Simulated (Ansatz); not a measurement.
## Single-point calculation, with input and output: Ir

System: Ir (Fm-3m, 1 atom in the cell).
Method: DFT r2SCAN, scalar-relativistic, plane waves, PAW, no spin polarisation (Ansatz 0.2.0).

The structure derives from an entry of the Crystallography Open Database.

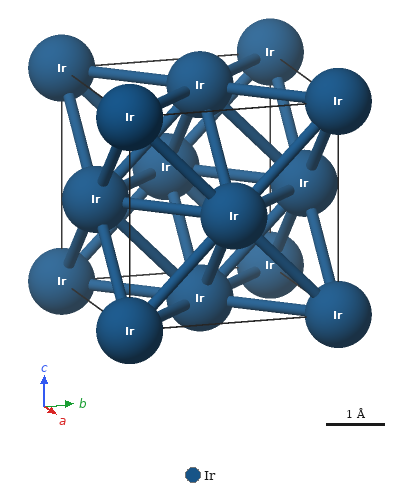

*The structure as given in the input (ball-and-stick view of the cell 4 times as large as that of the calculation, set on its symmetry axes, seen slightly off an axis). An atom can appear more than once, as a periodic image.*

Results in brief

```tsv
quantity	value
outcome	converged
space group (tolerance 0.01 Å)	Fm-3m (225)
electrons treated	17
free energy	−11948.7278 eV
Fermi energy	25.580 eV
gap on the k-point mesh	none (metallic)
pressure	1.51 GPa
largest force (length of the vector)	under 0.001 eV/Å
hardware	1 thread of Intel Xeon @ 2.50GHz (Skylake/Cascade Lake), 192 GiB of memory available, shared host
wall time	19 s
peak memory	0.46 GiB
```

Notes

Spin–orbit coupling is left out, which matters for Ir.

The input
```yaml
crystal:
  lattice:
    - [0.0, 1.9197, 1.9197]
    - [1.9197, 0.0, 1.9197]
    - [1.9197, 1.9197, 0.0]
  atoms:
    - { symbol: Ir, position: [0.0, 0.0, 0.0] }
basis:
  ecutwfc: 500
kpoints:
  mp_grid: { grid: [24, 24, 24] }
hamiltonian:
  xc: r2scan
scf:
  occupations: { method: gaussian, width: 0.15 }
output:
  forces: true
  stress: true
  eigenvalues: true
  write_density: true
  write_potential: true
  elf: true
  volumetric_format: npy
```

Command:
```bash
ansatz run input.yaml --threads 1 --pin off --max-ram 2560MiB --backend cpu --events-out ev --progress --plain --runs-dir out
```

Log
```
Engine: ansatz 0.2.0, x86_64-unknown-linux-gnu
Pseudopotentials: kind: paw
Pseudopotential: Ir, paw, valence charge 17, recommended cutoff 500 eV (meta_gga), Ir.paw.azcp
Functional definition: r2SCAN
  parameter k0 = 0.174
  parameter k1 = 0.065
  parameter a1 = 4.9479
  exchange = r2scan_x(k0 = k0, k1 = k1, a1 = a1)
  correlation = r2scan_c
Crystal: 1 atoms, lattice volume = 14.149 Å³
Basis set: ecut = 500 eV, 339 PW (Γ), exchange–correlation on 80×80×80 points (64 copies of the dense FFT grid, shifted against one another)
Bands: 13, of which v1, the nominal top of the filled ones, is band 9 counted from 1 (8 counted from 0)
Symmetry: 48 space group operations
Space group: Fm-3m (ITA 225), of the structure as read, at distance tolerance 2.4e-5 Å
k-points: 413 of 13824
Non-local potential: Ir, projectors of the file, l = 0: 3, l = 1: 2, l = 2: 2, l = 3: 1
PAW form: soft (Blöchl's): semilocal exchange-correlation on the pseudo side does not see the compensation charge
PAW frozen core: Ir, regenerated for the run's functional (the file was generated under x = pbe(κ = 0.804, μ = 0.2195149727645171), c = pbe(β = 0.06672455060314922))
PAW one-centre angular grid: Ir, 590 points (default); XC on 160 Gauss nodes
Initial density: superposition of atomic densities (neutral atoms: chi_scale 0, normalization atom), corrected by the library's trained network
Initial wavefunctions: pseudopotential atomic-orbital guess
Functional: x = r2scan, c = r2scan; τ floored in thin density (d = 2e-4 eV/Å³)
SCF iter   1: F=—  HF=-11948.700515 eV  |F-HF|=—  |Δ(HF+E_count)|=         —  Δρ=1.12e-2  dr2=8.12e-3  dr2_τ=3.78e-2  ethr=1.77e-3  ⟨swp⟩=5.0  Hψ=30399  notcnv=0
preconditioner: auto → none  [metal: Δε(μ)=0.006 eV  Ē_g=14.916 eV  σ=0.150 eV  W_gap=0.02  n_scr=0 (ndim 8)  ℏωp=29.6 eV  f_vac=0.000  D(μ)=0.88/eV (n_scr^D=14)]
SCF iter   2: F=—  HF=-11948.727050 eV  |F-HF|=—  |Δ(HF+E_count)|=   2.65e-2  Δρ=5.19e-3  dr2=8.61e-4  dr2_τ=4.67e-4  ethr=4.78e-5  ⟨swp⟩=2.0  Hψ=11888  notcnv=0  defer=96
SCF iter   3: F=—  HF=-11948.727718 eV  |F-HF|=—  |Δ(HF+E_count)|=   6.68e-4  Δρ=1.68e-3  dr2=8.62e-5  dr2_τ=2.76e-5  ethr=5.07e-6  ⟨swp⟩=2.0  Hψ=6646  notcnv=0  defer=96
SCF iter   4: F=—  HF=-11948.727799 eV  |F-HF|=—  |Δ(HF+E_count)|=   8.04e-5  Δρ=1.35e-4  dr2=9.95e-7  dr2_τ=1.12e-7  ethr=5.07e-7  ⟨swp⟩=2.3  Hψ=7617  notcnv=0  defer=96
SCF iter   5: F=—  HF=-11948.727799 eV  |F-HF|=—  |Δ(HF+E_count)|=   7.72e-7  Δρ=3.55e-5  dr2=1.06e-7  dr2_τ=1.59e-8  ethr=5.85e-9  ⟨swp⟩=2.1  Hψ=8017  notcnv=0  defer=96
SCF iter   6: F=-11948.727799 eV  HF=-11948.727799 eV  |F-HF|=1.26e-10  |Δ(HF+E_count)|=   3.54e-8  Δρ=1.12e-5  dr2=1.20e-8  dr2_τ=1.08e-9  ethr=5.88e-10  ⟨swp⟩=8.3  Hψ=29579  notcnv=0
SCF 1 converged in 6 iterations: F = -11948.727799 eV  dr2 = 1.20e-8
  greatest PAW one-centre occupation: 1.000 electrons in one spin orbital (limit 2), on the Ir atom at site 0 (counted from 0), in its partial waves of l = 0
SCF converged after 6 iterations
Free energy (F): -11948.727799 eV
Harris-Foulkes:  -11948.727799 eV  (|F-HF|=1.26e-10)
Internal energy: -11948.717858 eV  (E = F + TS)
E sigma→0 (E₀):  -11948.722829 eV
Entropy (-TS):   -0.009941 eV (-9.941 meV/atom)
Fermi energy:    25.580259 eV
--- Per-component energies (eV) ---
  E_band       = -100.700543
  E_kinetic    = 623.708152
  E_local      = -1066.400159  (includes V_loc(G=0)·N_el)
  E_nonlocal   = 73.946681
  E_hartree    = 410.374573
  E_xc         = -255.558185
  E_vxc        = -333.701639  (∫ρ·V_xc dr)
  E_paw        = -9249.722795  (= ΣΔE_a)
  E_vpaw       = -239.711775  (= ΣTr[D̂ρ^β])
  E_aug_tail   = -0.000019  (compensation charges beyond the density's cutoff)
  E_vtau       = 20.712771  (kinetic-family band-sum trace: ∫τ·v_τ [+ j·A + Jᵃ·Aᵃ] dr)
  E_ewald      = -2484.749213
  E_core_change = -0.316894  (= ΣΔE_core)
  E_smearing   = -0.009941  (= −TS)
  E_closure    = 0.000000  (closes the sum)
  Σ components = -11948.727799   (vs F -11948.727799, Δ=0.00e0)
--- Forces (eV/Å), atoms counted from 1 ---
  atom   1  Ir     0.00000000     0.00000000     0.00000000
  max |Σ_I F_I| component: 1.44e-32 eV/Å
--- Stress (GPa, compression-positive) ---
        1.511993      -0.000000       0.000000
       -0.000000       1.511993       0.000000
        0.000000      -0.000000       1.511993
  P = ⅓ Tr σ = 1.5120 GPa (15.120 kbar)
--- Band table (eV; the first three rows and the last of 413) ---
  k-point 0: bands = ["-69.3625", "-25.1924", "-25.1924", "-25.1924", "14.0677", "21.5738", "21.5738", "21.5738", "24.2883", "24.2883", "39.8314", "45.6255", "45.6255"]
  k-point 1: bands = ["-69.3612", "-25.2075", "-25.1945", "-25.1945", "14.1494", "21.5289", "21.6093", "21.6093", "24.2646", "24.2646", "39.9730", "45.2435", "45.7600"]
  k-point 2: bands = ["-69.3575", "-25.2516", "-25.2005", "-25.2005", "14.3899", "21.4053", "21.7084", "21.7084", "24.2044", "24.2044", "40.3787", "44.3451", "46.1572"]
  k-point 412: bands = ["-69.2624", "-25.7532", "-25.7532", "-25.5149", "19.0888", "20.5244", "20.5244", "23.6713", "27.1672", "34.2203", "35.0307", "35.0307", "39.5123"]
```

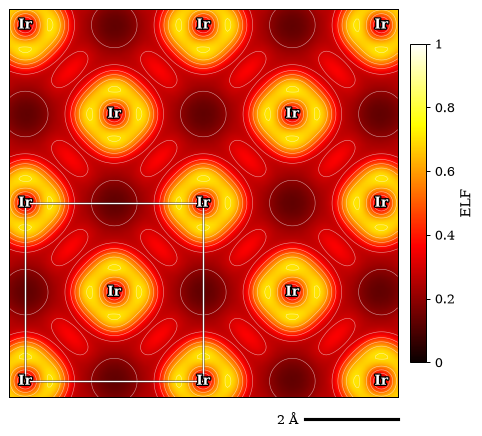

*Electron localisation function on the (010) plane of the conventional cell.*

The section cuts through Ir sites. Ir–Ir (2.71 Å): the ELF is about 0.35 at the midpoint, as expected for metallic bonding. The strong features right at Ir lie inside the PAW spheres (semicore, d or f shells) and say nothing about bonding. In a PAW calculation such maps are meaningful between the atoms, not at the nuclei.

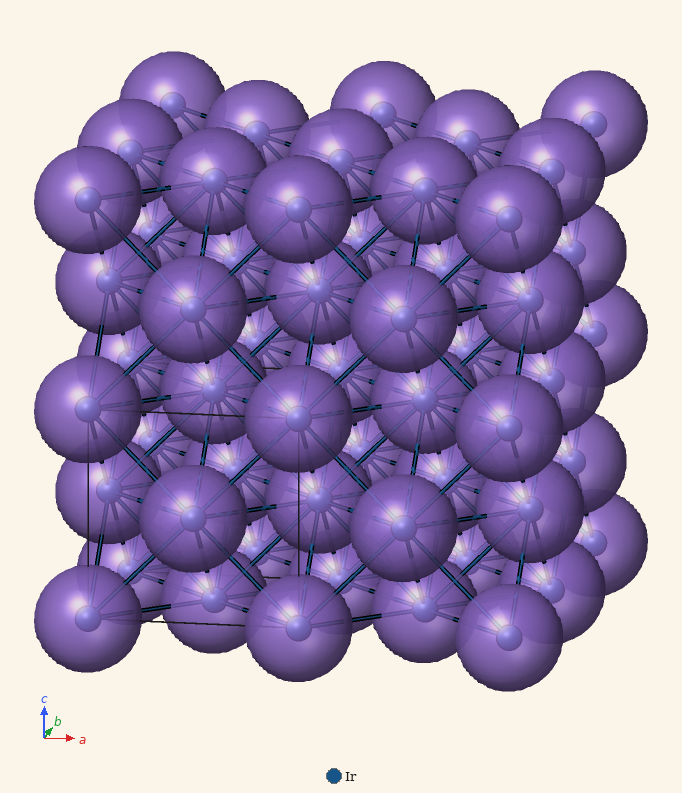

*Isosurface of the valence electron density at 1 e/Å³ (purple), seen at an oblique angle. Sticks mark near contacts. The outline is the cell set on symmetry axes.*

At this value the density breaks into separate islands; it holds about 70 % of the electrons treated as valence (semicore included). It is pinched off along the Ir–Ir (2.71 Å) contacts. On the grid the lowest density along these lines, outside the cores, is 0.44 e/Å³ (Ir–Ir, 2.71 Å).
